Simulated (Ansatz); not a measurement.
**KF: Wannier-function calculation**

The run: Wannier-function calculation of KF (Fm-3m, 2 atoms in the cell). Method and program: maximally localised Wannier functions of PBE bands, plane waves, PAW, no spin polarisation (Ansatz 0.2.0).

The structure was built on a prototype by a generator. The geometry comes from this level: r2SCAN. It belongs to a series of runs on one base structure; here: anion p. Figures and captions count atoms from 1; the log counts them from 0 in places.

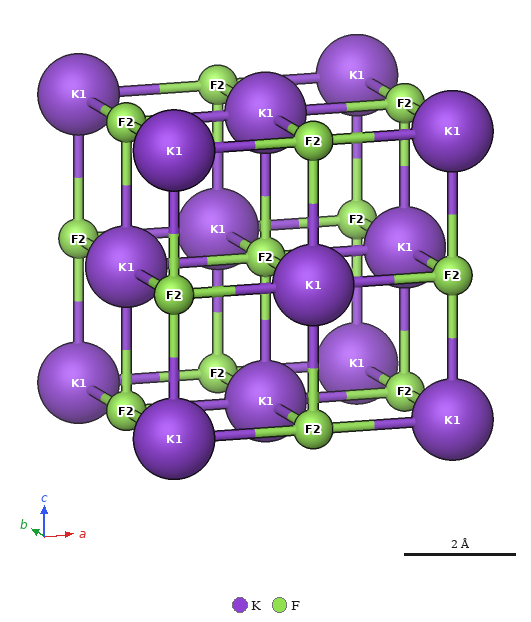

Fig. 1: The input geometry (ball-and-stick view of the cell 4 times as large as that of the calculation, set on its symmetry axes, seen slightly off an axis; atoms are numbered from 1 in the order of the input). An atom can appear more than once, as a periodic image. Near neighbours in the periodic cell (some may lie outside the picture): K has 6 F at 2.66 Å; F has 6 K at 2.66 Å.

Input file:
```yaml
crystal:
  lattice:
    - [0.0, 2.6589605635, 2.6589605635]
    - [2.6589605635, 0.0, 2.6589605635]
    - [2.6589605635, 2.6589605635, 0.0]
  atoms:
    - { symbol: K, position: [0.0, 0.0, 0.0] }
    - { symbol: F, position: [0.5, 0.5, 0.5] }
kpoints:
  mp_grid: { grid: [6, 6, 6] }
  band_path:
    path:
      - [[0.0, 0.0, 0.0], [0.5, 5.269831107253e-35, 0.5], [0.625, 0.25, 0.625]]
      - [[0.375, 0.375, 0.75], [0.0, 0.0, 0.0], [0.5, 0.5, 0.5], [0.5, 0.25, 0.75], [0.5, 5.269831107253e-35, 0.5]]
    npoints: 10
hamiltonian:
  xc: pbe
scf:
  occupations: { method: fixed }
  n_extra_bands: 6
output:
  forces: false
  stress: false
  eigenvalues: true
  wannier:
    kmesh: [6, 6, 6]
    projections: [{ species: F, l: p, shell: 2 }]
    minimise: true
    write_hr: true
    conv_tol: 1.0e-08
    max_iter: 3000
```

File wannier.win:
```
! ansatz wannier90 interface
! projections by site (counted from 0) and shell: 1 2P
! states of the run's bands (counted from 1): 6-8
! their least projectability: 0.9702
num_bands = 3
num_wann  = 3
num_iter  = 2000
conv_tol = 1e-8
conv_window = 5
guiding_centres = true
write_hr = true

begin unit_cell_cart
Ang
                      0.0             2.6589605635             2.6589605635
             2.6589605635                      0.0             2.6589605635
             2.6589605635             2.6589605635                      0.0
end unit_cell_cart

begin atoms_frac
K                        0.0                      0.0                      0.0
F                        0.5                      0.5                      0.5
end atoms_frac

mp_grid = 6 6 6
```

Run on 4 threads of Intel Xeon (Sapphire Rapids), 16 GiB of memory available, shared host.

Run as:
```bash
ansatz run input.yaml --threads 4 --pin off --max-ram 3686MiB --backend cpu --events-out ev --progress --plain --runs-dir out
```

Log:
```
scf.n_extra_bands = 6 over 8 filled bands (N_el = 16.0): the run solves 14 bands
Engine: ansatz 0.2.0, x86_64-unknown-linux-gnu
Pseudopotentials: kind: paw
Pseudopotential: K, paw, valence charge 9, recommended cutoff 420 eV (normal), K.paw.azcp
Pseudopotential: F, paw, valence charge 7, recommended cutoff 420 eV (normal), F.paw.azcp
Functional definition: PBE
  parameter kappa = 0.804
  parameter beta = 0.06672455060314922
  exchange = pbe_x(kappa = kappa, mu = beta*pi^2/3)
  correlation = pbe_c(beta = beta)
Crystal: 2 atoms, lattice volume = 37.598 Å³
Basis set: ecut = 420 eV, 725 PW (Γ)
Bands: 14, of which v1, the nominal top of the filled ones, is band 8 counted from 1 (7 counted from 0)
Symmetry: 48 space group operations
Space group: Fm-3m (ITA 225), of the structure as read, at distance tolerance 3.4e-5 Å
k-points: 16 of 216
Non-local potential: K, projectors of the file, l = 0: 3, l = 1: 2, l = 2: 2
Non-local potential: F, projectors of the file, l = 0: 2, l = 1: 2, l = 2: 1
PAW form: soft (Blöchl's): semilocal exchange-correlation on the pseudo side does not see the compensation charge
PAW one-centre angular grid: K, 110 points (default); XC on 64 Gauss nodes
PAW one-centre angular grid: F, 110 points (default); XC on 64 Gauss nodes
Initial density: superposition of atomic densities (neutral atoms: chi_scale 0, normalization atom), corrected by the library's trained network
Initial wavefunctions: pseudopotential atomic-orbital guess
Functional: x = pbe(κ = 0.804, μ = 0.2195149727645171), c = pbe(β = 0.06672455060314922)
SCF iter   1: F=—  HF=-2348.790368 eV  |F-HF|=—  |Δ(HF+E_count)|=         —  Δρ=7.59e-4  dr2=1.14e-4  ethr=1.77e-3  ⟨swp⟩=4.1  Hψ=1129  notcnv=0  defer=51
preconditioner: auto → none  [insulator: Δε(μ)=6.256 eV  Ē_g=18.678 eV  n_scr=14 (ndim 8)  ℏωp=22.7 eV  f_vac=0.119  ε∞_Penn≈2.5]
SCF iter   2: F=—  HF=-2348.790497 eV  |F-HF|=—  |Δ(HF+E_count)|=   1.28e-4  Δρ=1.27e-3  dr2=4.52e-4  ethr=7.12e-7  ⟨swp⟩=2.1  Hψ=515  notcnv=0  defer=62
SCF iter   3: F=—  HF=-2348.790414 eV  |F-HF|=—  |Δ(HF+E_count)|=   8.24e-5  Δρ=5.36e-4  dr2=9.05e-5  ethr=7.12e-7  ⟨swp⟩=2.0  Hψ=323  notcnv=0  defer=46
SCF iter   4: F=—  HF=-2348.790403 eV  |F-HF|=—  |Δ(HF+E_count)|=   1.10e-5  Δρ=1.13e-4  dr2=1.93e-6  ethr=5.65e-7  ⟨swp⟩=2.0  Hψ=256  notcnv=0  defer=31
SCF iter   5: F=—  HF=-2348.790446 eV  |F-HF|=—  |Δ(HF+E_count)|=   4.22e-5  Δρ=4.14e-4  dr2=5.04e-5  ethr=1.20e-8  ⟨swp⟩=2.9  Hψ=404  notcnv=0  defer=58
SCF iter   6: F=—  HF=-2348.790435 eV  |F-HF|=—  |Δ(HF+E_count)|=   1.03e-5  Δρ=2.03e-4  dr2=1.21e-5  ethr=1.20e-8  ⟨swp⟩=2.0  Hψ=309  notcnv=0  defer=54
SCF iter   7: F=—  HF=-2348.790433 eV  |F-HF|=—  |Δ(HF+E_count)|=   2.64e-6  Δρ=8.88e-5  dr2=2.31e-6  ethr=1.20e-8  ⟨swp⟩=2.0  Hψ=309  notcnv=0  defer=49
SCF iter   8: F=—  HF=-2348.790432 eV  |F-HF|=—  |Δ(HF+E_count)|=   5.79e-7  Δρ=2.32e-5  dr2=1.57e-7  ethr=1.20e-8  ⟨swp⟩=2.0  Hψ=242  notcnv=0  defer=44
SCF iter   9: F=-2348.790432 eV  HF=-2348.790432 eV  |F-HF|=1.10e-8  |Δ(HF+E_count)|=   3.89e-8  Δρ=6.63e-6  dr2=1.27e-8  ethr=6.25e-10  ⟨swp⟩=6.6  Hψ=1098  notcnv=0
SCF 1 converged in 9 iterations: F = -2348.790432 eV  dr2 = 1.27e-8
  greatest PAW one-centre occupation: 0.988 electrons in one spin orbital (limit 2), on the K atom at site 0 (counted from 0), in its partial waves of l = 0
NSCF: frozen V_eff on 62 k-points
NSCF: frozen V_eff on 19 k-points
the Wannier pass solved 19 of the 216 points of its mesh, and has the states at the others by symmetry: states obtained by the crystal's operations at points that were solved too leave a residual of 3.73e-13 eV (read by the count's bands and the next), within 4.17e-6 eV
SCF converged after 9 iterations
Free energy (F): -2348.790432 eV
Harris-Foulkes:  -2348.790432 eV  (|F-HF|=1.10e-8)
Internal energy: -2348.790432 eV  (E = F + TS)
E sigma→0 (E₀):  -2348.790432 eV
Fermi energy:    1.562858 eV
--- Per-component energies (eV) ---
  E_band       = -123.240106
  E_kinetic    = 462.549965
  E_local      = -1103.575097  (includes V_loc(G=0)·N_el)
  E_nonlocal   = 85.975498
  E_hartree    = 397.867292
  E_xc         = -216.532290
  E_vxc        = -269.177850  (∫ρ·V_xc dr)
  E_paw        = -982.226261  (= ΣΔE_a)
  E_vpaw       = -94.746118  (= ΣTr[D̂ρ^β])
  E_aug_tail   = 0.002077  (compensation charges beyond the density's cutoff)
  E_ewald      = -992.851616
  E_smearing   = -0.000000  (= −TS)
  E_closure    = 0.000000  (closes the sum)
  Σ components = -2348.790432   (vs F -2348.790432, Δ=0.00e0)
--- Band table (eV; the first three rows and the last of 16) ---
  k-point 0: bands = ["-24.5205", "-17.0980", "-7.7601", "-7.7601", "-7.7601", "1.5629", "1.5629", "1.5629", "7.8217", "12.2790", "12.2790", "12.2790", "13.9251", "13.9251"]
  k-point 1: bands = ["-24.4955", "-17.1215", "-7.8318", "-7.7696", "-7.7696", "1.3270", "1.4700", "1.4700", "8.5724", "11.9016", "12.6381", "12.6381", "14.1802", "14.1802"]
  k-point 2: bands = ["-24.4448", "-17.1692", "-7.9731", "-7.7883", "-7.7883", "0.9302", "1.2902", "1.2902", "10.1252", "11.7130", "13.3550", "13.3550", "14.9859", "14.9859"]
  k-point 15: bands = ["-24.3949", "-17.1388", "-8.2543", "-8.0731", "-7.8827", "1.2370", "1.3764", "1.4481", "10.5461", "12.2561", "12.5850", "15.0893", "15.7291", "16.7389"]
Wannier search: line search 1 of at most 3000: gauge-dependent spread (as the search counts it) 0.0036337 Å², largest recent change 1.6e-7 Å² and fall left 2.5e-13 Å² against conv_tol 1.0e-8 Å², 0 stops escaped
```

File wannier.spreads.toml:
```
omega_i_ang2 = 2.244441043975627
omega_d_ang2 = 0.000000000000000000001946606283128136
omega_od_ang2 = 0.0020955013344266834
omega_total_ang2 = 2.2465365453100534
least_projectability = 0.970199244273285
b_vectors_match_mmn = true
n_iter = 23
converged = true
rejected_fitted_steps = 0

[[wannier]]
r = [2.658960563499298, 2.65896056350368, 2.658960563500194]
spread = 0.7488455149884317

[[wannier]]
r = [2.6589605635006537, 2.658960563501383, 2.6589605635026703]
spread = 0.7488455151393758

[[wannier]]
r = [2.658960563499813, 2.658960563497672, 2.6589605634969473]
spread = 0.7488455151821505

[[curvature_check]]
after_line_search = 6
omega_tilde_before_ang2 = 0.00363365379676497
krylov_steps = 21
lowest_ritz_value_ang2 = -0.003461001595537588
residual_ang2 = 1.990947924954993e-21
settled = true
first_negative_step = 2
curvature_along_ang2 = -0.0034610015953328134
angle_rad = 0.870452192852252
omega_tilde_after_ang2 = 0.002772735043333047
outcome = "escaped"

[[curvature_check]]
after_line_search = 23
omega_tilde_before_ang2 = 0.0020955013344266834
krylov_steps = 14
lowest_ritz_value_ang2 = 0.0007690647041769073
residual_ang2 = 7.742051688074896e-14
settled = true
outcome = "no-negative-curvature"
```

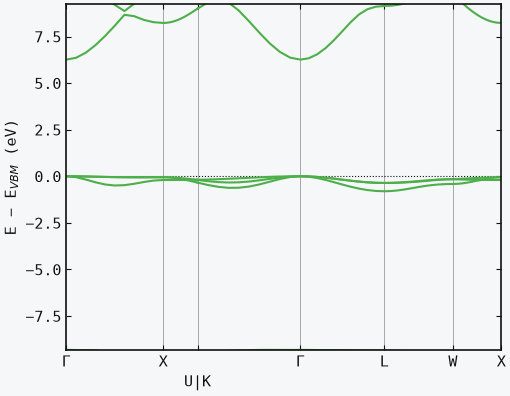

Fig. 2: Band structure along Γ–X–U|K–Γ–L–W–X, with energies from the valence-band top. There is a gap of 6.26 eV on this path, direct, at Γ.

Summary:

```tsv
quantity	value
outcome	converged
space group (tolerance 0.01 Å)	Fm-3m (225)
electrons treated	16
free energy	−2348.7904 eV
total spread of the Wannier functions	2.247 Å²
Fermi energy	1.563 eV
gap on the k-point mesh	6.26 eV
wall time	0.59 s (CPU time 1.7 s)
peak memory	0.34 GiB
```
